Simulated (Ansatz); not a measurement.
Geometry relaxation of InAs (part 1 of 2)

- system: InAs (F-43m, 2 atoms in the cell)
- method: DFT, PBE, plane waves, PAW, no spin polarisation (Ansatz 0.2.0)

The structure derives from an entry of the Crystallography Open Database. Figures and captions count atoms from 1; the log counts them from 0 in places.

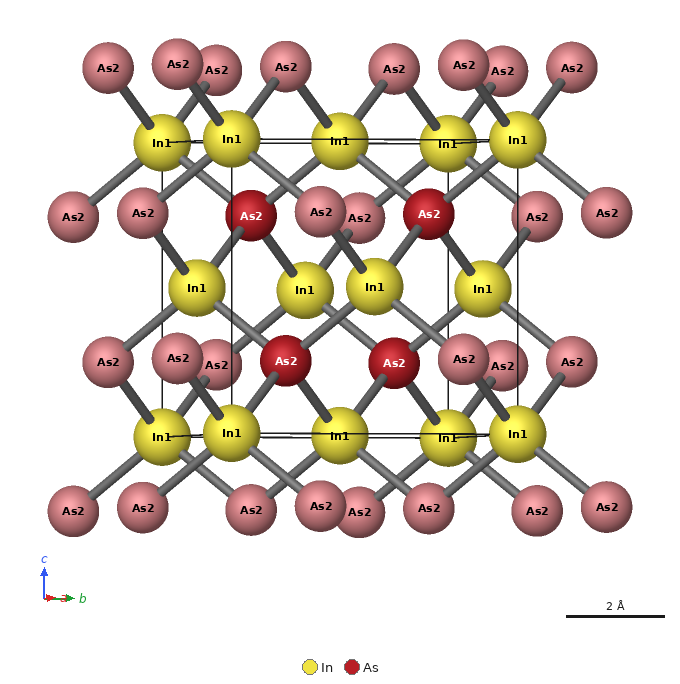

*The structure as given in the input (ball-and-stick view of the cell 4 times as large as that of the calculation, set on its symmetry axes, seen at an oblique angle; neighbours outside the cell are drawn fainter; atoms are numbered from 1 in the order of the input).*

Near neighbours in the crystal (not all of them lie inside the picture): In has 4 As at 2.61 Å; As has 4 In at 2.61 Å.

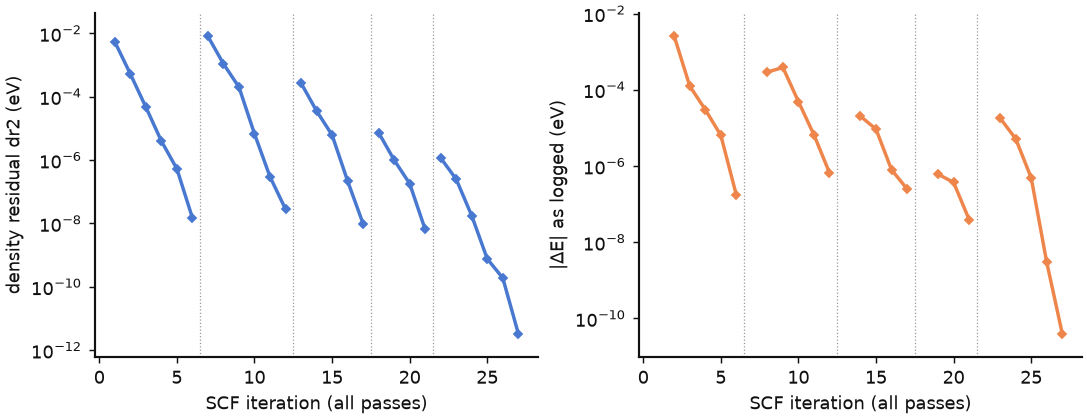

*Convergence of the self-consistent field: density residual dr2 and size of the energy change against the SCF iteration. The dotted lines part the SCF passes of the relaxation: geometry steps, rejected trials and re-solves on a re-selected basis.*

The 5 passes take 4 to 6 iterations each, 27 in all.

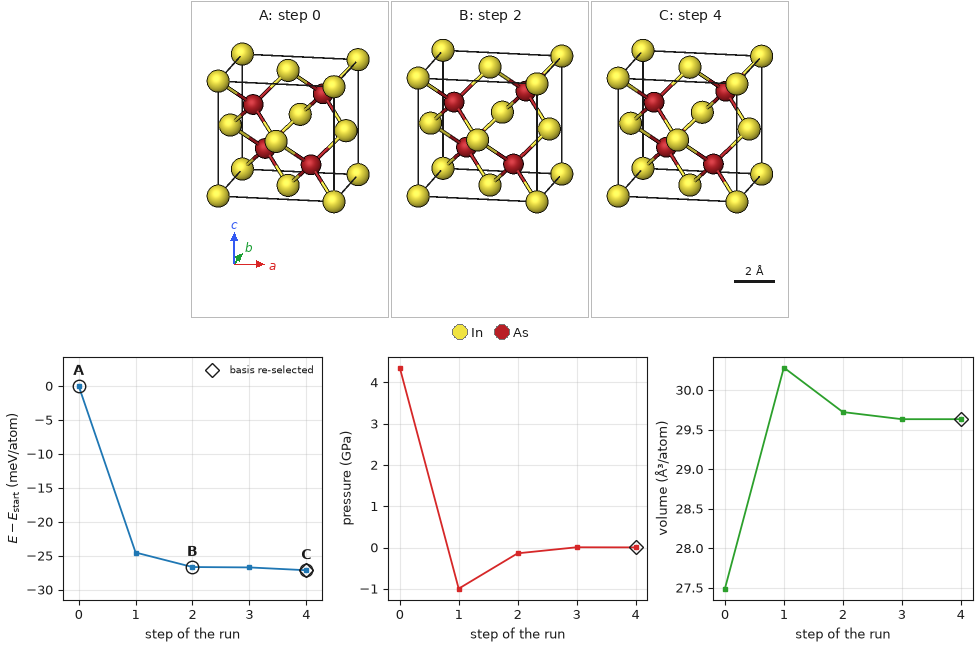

*Frames of the relaxation (ball-and-stick view of the cell 4 times as large as that of the calculation, set on its symmetry axes, seen slightly off an axis) above the curves, on which the letters mark them (the first geometry is step 0 here and step 1 in the log).*

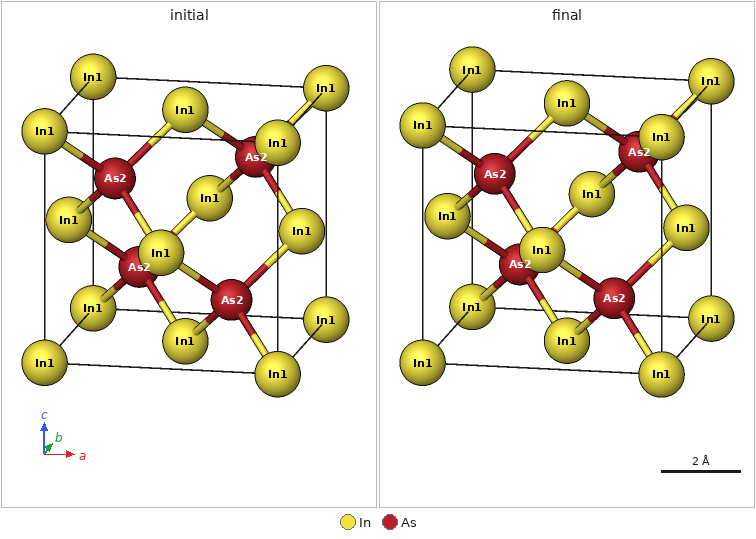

*Before (left) and after (right) the relaxation, at one scale (ball-and-stick view of the cell 4 times as large as that of the calculation, set on its symmetry axes, seen slightly off an axis).*

After 3 geometry steps the energy has fallen by 26.7 meV per atom. All forces vanish by symmetry, so only the cell relaxes. The pressure goes from 4.36 to 0.00 GPa. No atom moves by more than 0.005 Å relative to the cell. Cell: a = b = c 6.036 → 6.189 Å (+2.5 %). Volume +7.8 %. Among the contacts that change: In1–As2 2.614 → 2.680 Å. The space group stays F-43m (No. 216). A last SCF at the same geometry on a re-selected plane-wave basis shifts the energy by −0.4 meV per atom. (Atoms are counted from 1 in the order of the input.)

The input that produced these results follows, with the program's output.

**Input file**
```yaml
crystal:
  lattice:
    - [0.0, 3.018, 3.018]
    - [3.018, 0.0, 3.018]
    - [3.018, 3.018, 0.0]
  atoms:
    - { symbol: In, position: [0.0, 0.0, 0.0] }
    - { symbol: As, position: [0.25, 0.25, 0.25] }
basis:
  ecutwfc: 420
kpoints:
  mp_grid: { grid: [6, 6, 6] }
hamiltonian:
  xc: pbe
scf:
  occupations: { method: gaussian, width: 0.1 }
output:
  forces: true
  stress: true
  eigenvalues: true
  write_density: true
  write_potential: true
  elf: true
  volumetric_format: npy
relax:
  adjacent_minimum: "off"
  f_tol: 0.005
  max_steps: 80
  cell: { stress_tol: 0.05 }
```

Launched with:
```bash
ansatz run input.yaml --threads 1 --pin off --max-ram 2560MiB --backend cpu --events-out ev --progress --plain --runs-dir out
```

**The program's output**
```
Engine: ansatz 0.2.0, aarch64-unknown-linux-gnu
Pseudopotentials: kind: paw
Pseudopotential: In, paw, valence charge 13, recommended cutoff 420 eV (normal), In.paw.azcp
Pseudopotential: As, paw, valence charge 15, recommended cutoff 420 eV (normal), As.paw.azcp
Functional definition: PBE
  parameter kappa = 0.804
  parameter beta = 0.06672455060314922
  exchange = pbe_x(kappa = kappa, mu = beta*pi^2/3)
  correlation = pbe_c(beta = beta)
Crystal: 2 atoms, lattice volume = 54.978 Å³
Basis set: ecut = 420 eV, 1067 PW (Γ), exchange–correlation on 60×60×60 points (8 copies of the dense FFT grid, shifted against one another)
Bands: 18, of which v1, the nominal top of the filled ones, is band 14 counted from 1 (13 counted from 0)
Symmetry: 24 space group operations
Space group: F-43m (ITA 216), of the structure as read, at distance tolerance 3.8e-5 Å
k-points: 16 of 216 (time reversal used)
Non-local potential: In, projectors of the file, l = 0: 2, l = 1: 2, l = 2: 2, l = 3: 2
Non-local potential: As, projectors of the file, l = 0: 2, l = 1: 2, l = 2: 3, l = 3: 1
PAW form: soft (Blöchl's): semilocal exchange-correlation on the pseudo side does not see the compensation charge
PAW one-centre angular grid: In, 590 points (default); XC on 64 Gauss nodes
PAW one-centre angular grid: As, 590 points (default); XC on 64 Gauss nodes
Initial density: superposition of atomic densities (neutral atoms: chi_scale 0, normalization atom), corrected by the library's trained network
Initial wavefunctions: pseudopotential atomic-orbital guess
Functional: x = pbe(κ = 0.804, μ = 0.2195149727645171), c = pbe(β = 0.06672455060314922)
SCF iter   1: F=—  HF=-10454.400760 eV  |F-HF|=—  |Δ(HF+E_count)|=         —  Δρ=2.14e-3  dr2=5.41e-3  ethr=1.77e-3  ⟨swp⟩=5.6  Hψ=1400  notcnv=0
preconditioner: auto → none  [insulator: Δε(μ)=0.941 eV  Ē_g=14.777 eV  σ=0.100 eV  W_gap=0.67  n_scr=14 (ndim 8)  ℏωp=21.2 eV  f_vac=0.106  D(μ)=0.14/eV (n_scr^D=0)  ε∞_Penn≈3.1]
SCF iter   2: F=—  HF=-10454.398222 eV  |F-HF|=—  |Δ(HF+E_count)|=   2.54e-3  Δρ=9.63e-4  dr2=5.24e-4  ethr=1.93e-5  ⟨swp⟩=2.0  Hψ=554  notcnv=0
SCF iter   3: F=—  HF=-10454.398097 eV  |F-HF|=—  |Δ(HF+E_count)|=   1.25e-4  Δρ=2.76e-4  dr2=4.71e-5  ethr=1.87e-6  ⟨swp⟩=2.0  Hψ=433  notcnv=0
SCF iter   4: F=—  HF=-10454.398128 eV  |F-HF|=—  |Δ(HF+E_count)|=   3.02e-5  Δρ=8.81e-5  dr2=3.98e-6  ethr=1.68e-7  ⟨swp⟩=2.0  Hψ=353  notcnv=0
SCF iter   5: F=—  HF=-10454.398134 eV  |F-HF|=—  |Δ(HF+E_count)|=   6.41e-6  Δρ=3.11e-5  dr2=5.29e-7  ethr=1.42e-8  ⟨swp⟩=2.0  Hψ=513  notcnv=0
SCF iter   6: F=-10454.398134 eV  HF=-10454.398134 eV  |F-HF|=9.91e-9  |Δ(HF+E_count)|=   1.74e-7  Δρ=6.19e-6  dr2=1.50e-8  ethr=3.57e-10  ⟨swp⟩=9.5  Hψ=2149  notcnv=0
SCF 1 converged in 6 iterations: F = -10454.398134 eV  dr2 = 1.50e-8
  greatest PAW one-centre occupation: 0.999 electrons in one spin orbital (limit 2), on the As atom at site 1 (counted from 0), in its partial waves of l = 2
relax step   1: F+E_penalty+E_count = -10454.39813381 eV  Δ(F+E_penalty+E_count) = +0.000e0 eV  max|allowed force component| = 1.122e-16 eV/Å  Δτ_max = 0.0000 Å  P = +4.359 GPa  Ω = 54.978 Å³  (6 SCF iters, dr2 threshold 1.00e-7 eV, accepted)
Crystal: 2 atoms, lattice volume = 60.569 Å³
Basis set: ecut = 420 eV, 1243 PW (Γ), exchange–correlation on 60×60×60 points (8 copies of the dense FFT grid, shifted against one another)
Initial density: handed on by an earlier stage of this run
Initial wavefunctions: those handed on with the density
iter 1 solved again at ethr=2.99e-5 eV; its pass at ethr=3.10e-3 eV (dr2=8.37e-3 eV) is discarded
SCF iter   1: F=—  HF=-10454.447025 eV  |F-HF|=—  |Δ(HF+E_count)|=         —  Δρ=3.01e-3  dr2=8.05e-3  ethr=2.99e-5  ⟨swp⟩=2.2  Hψ=1926  notcnv=0
preconditioner: auto → none  [insulator: Δε(μ)=0.746 eV  Ē_g=14.350 eV  σ=0.100 eV  W_gap=0.67  n_scr=14 (ndim 8)  ℏωp=20.2 eV  f_vac=0.135  D(μ)=0.14/eV (n_scr^D=0)  ε∞_Penn≈3.0]
SCF iter   2: F=—  HF=-10454.446733 eV  |F-HF|=—  |Δ(HF+E_count)|=   2.92e-4  Δρ=1.37e-3  dr2=1.09e-3  ethr=2.87e-5  ⟨swp⟩=2.0  Hψ=349  notcnv=0
SCF iter   3: F=—  HF=-10454.447119 eV  |F-HF|=—  |Δ(HF+E_count)|=   3.86e-4  Δρ=4.80e-4  dr2=2.01e-4  ethr=3.91e-6  ⟨swp⟩=2.0  Hψ=511  notcnv=0
SCF iter   4: F=—  HF=-10454.447168 eV  |F-HF|=—  |Δ(HF+E_count)|=   4.93e-5  Δρ=1.20e-4  dr2=6.74e-6  ethr=7.19e-7  ⟨swp⟩=2.0  Hψ=513  notcnv=0
SCF iter   5: F=—  HF=-10454.447175 eV  |F-HF|=—  |Δ(HF+E_count)|=   6.61e-6  Δρ=2.58e-5  dr2=2.97e-7  ethr=2.41e-8  ⟨swp⟩=2.1  Hψ=363  notcnv=0
SCF iter   6: F=-10454.447176 eV  HF=-10454.447176 eV  |F-HF|=5.28e-9  |Δ(HF+E_count)|=   6.68e-7  Δρ=6.99e-6  dr2=2.82e-8  ethr=7.14e-10  ⟨swp⟩=10.9  Hψ=2284  notcnv=0
SCF 2 converged in 6 iterations: F = -10454.447176 eV  dr2 = 2.82e-8
  Residual-converged pass: ⟨swp⟩=1.0  Hψ=352  notcnv=0  max |occ|·‖R‖ = 6.9e-9 eV (tolerance 1.0e-8 eV)  dr2=2.82e-8  dr2_onsite=2.14e-8  max |Δocc| = 1.0e-11
relax step   2: F+E_penalty+E_count = -10454.44717553 eV  Δ(F+E_penalty+E_count) = -4.904e-2 eV  max|allowed force component| = 3.253e-17 eV/Å  Δτ_max = 0.0000 Å  P = -0.997 GPa  Ω = 60.569 Å³  energy of the carried Pulay correction = -1.159e-3 eV  (6 SCF iters, dr2 threshold 2.00e-7 eV, accepted)
Crystal: 2 atoms, lattice volume = 59.444 Å³
Basis set: ecut = 420 eV, 1211 PW (Γ), exchange–correlation on 60×60×60 points (8 copies of the dense FFT grid, shifted against one another)
iter 1 solved again at ethr=1.06e-6 eV; its pass at ethr=3.10e-3 eV (dr2=2.98e-4 eV) is discarded
```
